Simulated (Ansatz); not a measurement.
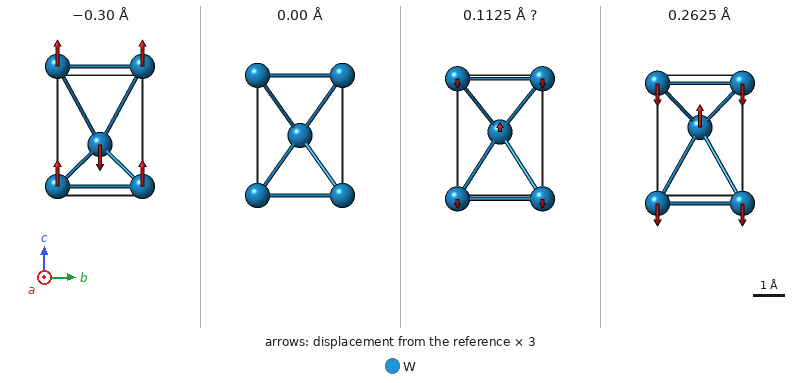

A scan of solid W (Fm-3m): a normal mode of wave vector (0, 1/2, 1/2) of the primitive cell, folded into a doubled cell, is frozen in with the cell fixed, the amplitude being the largest displacement of an atom. The picture is a ball-and-stick view of the cell of the calculation, seen along the a axis. Red arrows: displacements from the reference.

Method: Ansatz, DFT PBEsol, scalar-relativistic, plane waves, PAW. Set-up: plane-wave cutoff 420 eV; k-point mesh 22 × 22 × 16; occupations gaussian; smearing width 0.15 eV; no spin polarisation. Energies (free energies at the smearing named) are counted from the relaxed crystal.

```csv
largest displacement (Å),energy change (eV/cell)
−0.3000,2.11
−0.1500,0.60
0.0000,0.00
0.0375,0.04
0.0750,0.17
0.1125,?
0.1875,0.89
0.2250,1.23
0.2625,1.64
```

One row is withheld. What is its energy?

A straight line between the two neighbours gives 0.41 eV/cell. A cubic through the four nearest rows (0.0375, 0.0750, 0.1875, 0.2250) gives, with Lagrange weights, (−0.3000)(0.04) + (1.0000)(0.17) + (0.5000)(0.89) + (−0.2000)(1.23) = 0.36 eV/cell. The calculation gives 0.36 eV/cell, so the cubic is right to the digits shown and the straight line 0.05 eV/cell too high, as the curve bends upwards here.

The whole profile:

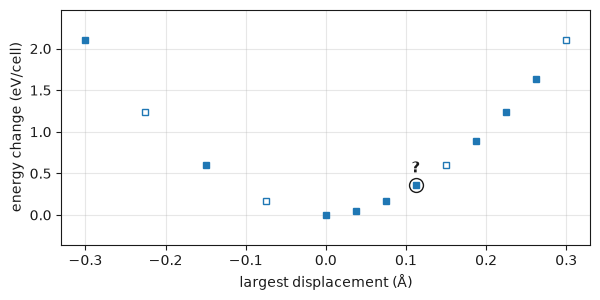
